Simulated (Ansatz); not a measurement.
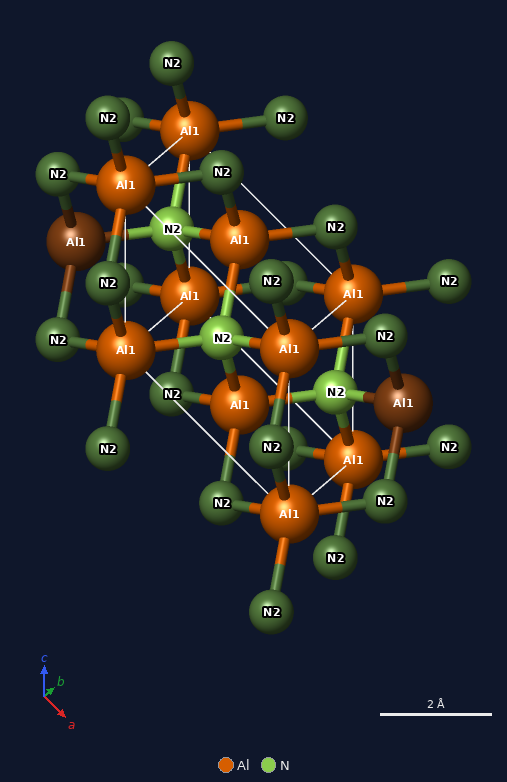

Fig. 1: The input geometry of run 1 (ball-and-stick view of the cell 2 times as large as that of the calculation, set on its symmetry axes, seen slightly off an axis; neighbours outside the cell are drawn fainter; atoms are numbered from 1 in the order of the input).

**What a change does: single-point calculation on AlN**

System: AlN (2 atoms in the cell).
Method of run 1: DFT PBEsol, scalar-relativistic, plane waves, PAW, PAW set soft_1, no spin polarisation (Ansatz 0.2.0).

The structure derives from a Materials Project entry. Text and figures count atoms from 1; the logs count them from 0 in places.

## The input, run 1
```yaml
crystal:
  lattice:
    - [0.0, 2.0864464112, 2.2397618115]
    - [2.2397618115, 0.0, 2.2397618115]
    - [2.2397618115, 2.0864464112, 0.0]
  atoms:
    - { symbol: Al, position: [-0.0112666392, 0.0112666392, 0.0112666392] }
    - { symbol: "N", position: [0.77170281, 0.72829719, 0.72829719] }
basis:
  ecutwfc: 520.0
kpoints:
  mp_grid: { grid: [10, 10, 10] }
hamiltonian:
  xc: pbesol
  pseudopotentials: { kind: paw, azcp: { folder: soft_1 } }
scf:
  occupations: { method: gaussian, width: 0.05 }
output:
  forces: true
  stress: true
  eigenvalues: true
```

Launched with:
```bash
ansatz run input.yaml --threads 1 --pin off --max-ram 2048MiB --backend cpu --events-out ev --progress --plain --runs-dir out
```

Hardware: 1 thread of Intel Xeon (Granite Rapids), 32 GiB of memory available, shared host.

## Output, shortened to warnings, some set-up lines, iterations and results (run 1)
```
Warning: [file] the record states the generating functional pbe (its physics header spells it `PBE`), which answers neither for hamiltonian.xc's functional nor for the pbesol family's — results may be inconsistent (PPs are generated against a specific XC)
Warning: [file] the record states the generating functional pbe (its physics header spells it `PBE`), which answers neither for hamiltonian.xc's functional nor for the pbesol family's — results may be inconsistent (PPs are generated against a specific XC)
Basis set: ecut = 520 eV, 567 PW (Γ), exchange–correlation on 48×48×48 points (8 copies of the dense FFT grid, shifted against one another)
Symmetry: 2 space group operations
k-points: 282 of 1000 (time reversal used)
Initial density: superposition of atomic densities (chi_scale 0.1, normalization cell, long waves kept (reshape's long-wave potential 0.00 eV rms))
[...]
SCF iter   1: F=—  HF=-907.137324 eV  |F-HF|=—  |Δ(HF+E_count)|=         —  Δρ=1.33e-1  dr2=4.52e0  ethr=3.10e-3  ⟨swp⟩=4.3  Hψ=16378  notcnv=0
SCF iter   2: F=—  HF=-905.961209 eV  |F-HF|=—  |Δ(HF+E_count)|=    1.18e0  Δρ=7.55e-2  dr2=7.19e-1  ethr=3.10e-3  ⟨swp⟩=3.0  Hψ=7543  notcnv=0
SCF iter   3: F=—  HF=-905.752884 eV  |F-HF|=—  |Δ(HF+E_count)|=   2.08e-1  Δρ=2.26e-2  dr2=5.37e-2  ethr=3.10e-3  ⟨swp⟩=2.3  Hψ=5345  notcnv=0
SCF iter   4: F=—  HF=-905.738230 eV  |F-HF|=—  |Δ(HF+E_count)|=   1.47e-2  Δρ=1.06e-3  dr2=1.19e-4  ethr=6.71e-4  ⟨swp⟩=2.0  Hψ=3794  notcnv=0
SCF iter   5: F=—  HF=-905.738193 eV  |F-HF|=—  |Δ(HF+E_count)|=   3.67e-5  Δρ=3.25e-4  dr2=6.01e-6  ethr=1.49e-6  ⟨swp⟩=2.2  Hψ=3285  notcnv=0
SCF iter   6: F=—  HF=-905.738182 eV  |F-HF|=—  |Δ(HF+E_count)|=   1.07e-5  Δρ=6.14e-5  dr2=3.80e-7  ethr=7.51e-8  ⟨swp⟩=2.3  Hψ=3206  notcnv=0
SCF iter   7: F=-905.738182 eV  HF=-905.738182 eV  |F-HF|=7.49e-10  |Δ(HF+E_count)|=   1.21e-7  Δρ=7.26e-6  dr2=5.38e-9  ethr=1.25e-9  ⟨swp⟩=5.0  Hψ=11191  notcnv=0
SCF 1 converged in 7 iterations: F = -905.738182 eV  dr2 = 5.38e-9
SCF converged after 7 iterations
Free energy (F): -905.738182 eV
Harris-Foulkes:  -905.738182 eV  (|F-HF|=7.49e-10)
Internal energy: -905.738182 eV  (E = F + TS)
E sigma→0 (E₀):  -905.738182 eV
Fermi energy:    8.541002 eV
--- Per-component energies (eV) ---
  E_band       = 14.222867
  E_kinetic    = 155.983079
  E_local      = -209.068584  (includes V_loc(G=0)·N_el)
  E_nonlocal   = 45.119441
  E_hartree    = 76.413859
  E_xc         = -97.946926
  E_vxc        = -106.429174  (∫ρ·V_xc dr)
  E_paw        = -580.457913  (= ΣΔE_a)
  E_vpaw       = -24.210070  (= ΣTr[D̂ρ^β])
  E_aug_tail   = -0.000028  (compensation charges beyond the density's cutoff)
  E_ewald      = -295.828349
  E_core_change = 0.047238  (= ΣΔE_core)
  E_smearing   = -0.000000  (= −TS)
  E_closure    = 0.000000  (closes the sum)
  Σ components = -905.738182   (vs F -905.738182, Δ=0.00e0)
--- Forces (eV/Å), atoms counted from 1 ---
  atom   1  Al    -2.12309567     0.00000000     0.00000000
  atom   2  N      2.12305192     0.00000000     0.00000000
  max |Σ_I F_I| component: 4.37e-5 eV/Å
--- Stress (GPa, compression-positive) ---
       -2.163296       0.000000       0.000000
        0.000000       8.420760     -10.266765
        0.000000     -10.266762       1.951296
  P = ⅓ Tr σ = 2.7363 GPa (27.363 kbar)
```

For run 2 the input was changed thus:
```diff
-  ecutwfc: 520.0
+  ecutwfc: "51.4 Ry"
-  mp_grid: { grid: [10, 10, 10] }
+  mp_grid: { grid: [10, 10, 10], shift: [0.5, 0.5, 0.5] }
+  convergence: { dr2_threshold: 0.0001 }
```

Predict how the results change.

The free energy of run 2 is 0.30 meV per atom lower, the joint effect of these numerical settings, which can't be told apart here. The gap on the mesh goes from 2.59 to 2.82 eV. The SCF takes 5 iterations against 7. The irreducible k-points go from 282 to 500. The plane waves at Γ go from 567 to 885. On the same kind of shared host run 2 took about 2.4 times as long.

## Output, shortened to warnings, some set-up lines, iterations and results (run 2)
```
Warning: [file] the record states the generating functional pbe (its physics header spells it `PBE`), which answers neither for hamiltonian.xc's functional nor for the pbesol family's — results may be inconsistent (PPs are generated against a specific XC)
Warning: [file] the record states the generating functional pbe (its physics header spells it `PBE`), which answers neither for hamiltonian.xc's functional nor for the pbesol family's — results may be inconsistent (PPs are generated against a specific XC)
Warning: crystal.symmetry: narrowed to the stabiliser of the k-point mesh — unitary ops 2 → 1; excluded 1 operation that carries a point of the 10×10×10 mesh (shift [0.5, 0.5, 0.5]) off the mesh (the run samples exactly the mesh kpoints.mp_grid names, as under crystal.symmetry.detect: false, and its converged state has the mesh's symmetry, not the crystal's; ε∞, the Born charges and the force …
Warning: scf.convergence.dr2_threshold = 1e-4 eV is looser than this run's default, which is 1e-7 eV or tighter. The error in the forces grows as the threshold's square root, so leave the key out unless less accurate forces are enough
Warning: output.stress: scf.convergence.dr2_threshold = 1e-4 eV is looser than the 2e-10 eV advised for a printed stress (1e-10 eV for each atom of the cell: 2). What an SCF threshold leaves in a stress goes as its square root, and in the free energy as the threshold itself, and one threshold admits the most on a small cell: of the crystals measured, under no hybrid functional and no lock of the …
Basis set: ecut = 699.3326265218916 eV, 885 PW (Γ), exchange–correlation on 54×60×54 points (8 copies of the dense FFT grid, shifted against one another)
Symmetry: 1 space group operations
k-points: 500 of 1000 (time reversal used)
Initial density: superposition of atomic densities (chi_scale 0.1, normalization cell, long waves kept (reshape's long-wave potential 0.00 eV rms))
[...]
SCF iter   1: F=—  HF=-907.137969 eV  |F-HF|=—  |Δ(HF+E_count)|=         —  Δρ=1.33e-1  dr2=4.52e0  ethr=3.10e-3  ⟨swp⟩=4.2  Hψ=29024  notcnv=0
SCF iter   2: F=—  HF=-905.961991 eV  |F-HF|=—  |Δ(HF+E_count)|=    1.18e0  Δρ=7.55e-2  dr2=7.20e-1  ethr=3.10e-3  ⟨swp⟩=3.0  Hψ=13470  notcnv=0
SCF iter   3: F=—  HF=-905.753514 eV  |F-HF|=—  |Δ(HF+E_count)|=   2.08e-1  Δρ=2.26e-2  dr2=5.38e-2  ethr=3.10e-3  ⟨swp⟩=2.4  Hψ=9581  notcnv=0
SCF iter   4: F=—  HF=-905.738826 eV  |F-HF|=—  |Δ(HF+E_count)|=   1.47e-2  Δρ=1.04e-3  dr2=1.10e-4  ethr=6.72e-4  ⟨swp⟩=2.0  Hψ=6762  notcnv=0
SCF iter   5: F=-905.738789 eV  HF=-905.738791 eV  |F-HF|=2.00e-6  |Δ(HF+E_count)|=   3.45e-5  Δρ=3.23e-4  dr2=5.94e-6  ethr=1.25e-6  ⟨swp⟩=3.3  Hψ=22377  notcnv=0
SCF 1 converged in 5 iterations: F = -905.738789 eV  dr2 = 5.94e-6
SCF converged after 5 iterations
Free energy (F): -905.738789 eV
Harris-Foulkes:  -905.738791 eV  (|F-HF|=2.00e-6)
Internal energy: -905.738789 eV  (E = F + TS)
E sigma→0 (E₀):  -905.738789 eV
Fermi energy:    8.567775 eV
--- Per-component energies (eV) ---
  E_band       = 14.220671
  E_kinetic    = 156.001895
  E_local      = -209.086552  (includes V_loc(G=0)·N_el)
  E_nonlocal   = 45.111554
  E_hartree    = 76.422043
  E_xc         = -97.950352
  E_vxc        = -106.433823  (∫ρ·V_xc dr)
  E_paw        = -580.456180  (= ΣΔE_a)
  E_vpaw       = -24.208923  (= ΣTr[D̂ρ^β])
  E_aug_tail   = -0.000085  (compensation charges beyond the density's cutoff)
  E_ewald      = -295.828349
  E_core_change = 0.047238  (= ΣΔE_core)
  E_smearing   = -0.000000  (= −TS)
  E_closure    = 0.000000  (closes the sum)
  Σ components = -905.738789   (vs F -905.738789, Δ=0.00e0)
--- Forces (eV/Å), atoms counted from 1 ---
  atom   1  Al    -2.12247260     0.00001163     0.00002373
  atom   2  N      2.12311297    -0.00001124    -0.00002353
  max |Σ_I F_I| component: 6.40e-4 eV/Å
--- Stress (GPa, compression-positive) ---
       -2.186700      -0.000211      -0.000060
       -0.000210       8.401058     -10.265292
       -0.000060     -10.265315       1.927155
  P = ⅓ Tr σ = 2.7138 GPa (27.138 kbar)
```

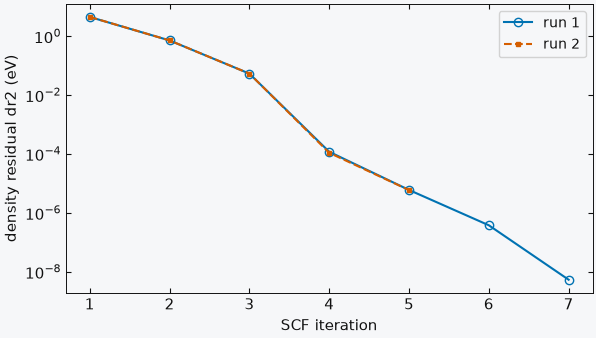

Fig. 2: Convergence of the two runs: density residual dr2 against the SCF iteration. Run 1 takes 7 iterations in all, and run 2 takes 5.

## The two runs side by side

| quantity | run 1 | run 2 |
| --- | --- | --- |
| outcome | converged | converged |
| free energy per atom (eV) | −452.8691 | −452.8694 |
| gap on the mesh (eV) | 2.59 | 2.82 |
| pressure (GPa) | 2.74 | 2.71 |
| largest force (eV/Å) | 2.123 | 2.123 |
| SCF iterations | 7 | 5 |
| irreducible k-points | 282 | 500 |
| plane waves at Γ | 567 | 885 |
| wall time (shared host) | 3.2 s | 7.9 s |

For run 1: Warnings: the PAW datasets were made with another functional. For run 2: These settings are looser than, or depart from, a standard set-up, so the numbers are not reference values for this system. Warnings: the SCF threshold is loose for the printed forces; the PAW datasets were made with another functional; the SCF threshold is looser than advised for the printed stress; the k-point mesh lowers the symmetry that the run can use.
